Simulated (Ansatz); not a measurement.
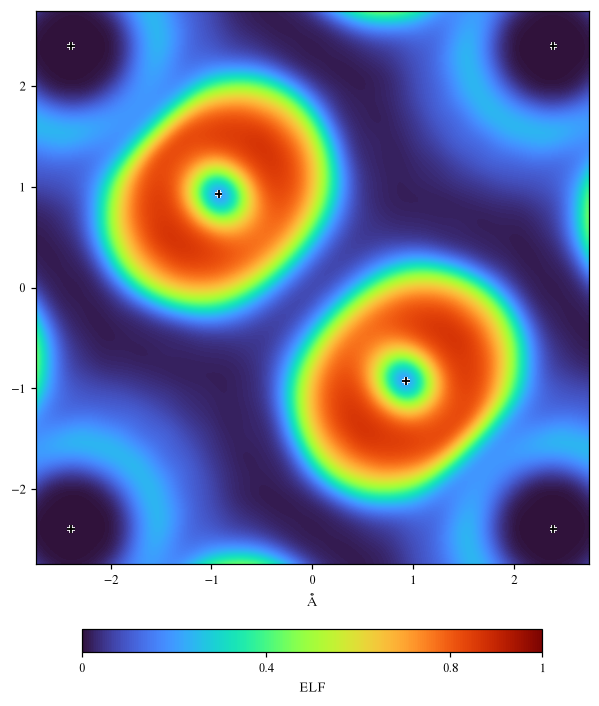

The ELF on a plane through atoms (crosses mark nuclei in the plane).

All numbers below come from Kohn-Sham DFT of a periodic cell, PBE with D4, Ansatz PAW in Ansatz.

Candidates:
A. Ir, a = 2.72 Å, b = 2.72 Å, c = 4.42 Å, α = 90.00°, β = 90.00°, γ = 120.00°. Space group P6₃/mmc; a structure from a database of computed crystals, not necessarily the ambient phase.
B. SnO2, a = 4.79 Å, b = 4.79 Å, c = 3.23 Å, α = 90.00°, β = 90.00°, γ = 90.00°. Space group P4₂/mnm; a structure from a database of computed crystals, not necessarily the ambient phase.

Q: Which candidate gave the map?

A: Candidate B: SnO2 on the (001) plane of the conventional cell, which holds Sn and O. Sn–O (2.07 Å): the ELF peaks at about 0.80 in the valence shell of O, 0.6 Å from its nucleus, and is about 0.25 at the midpoint: no shared electron pair shows on this line.
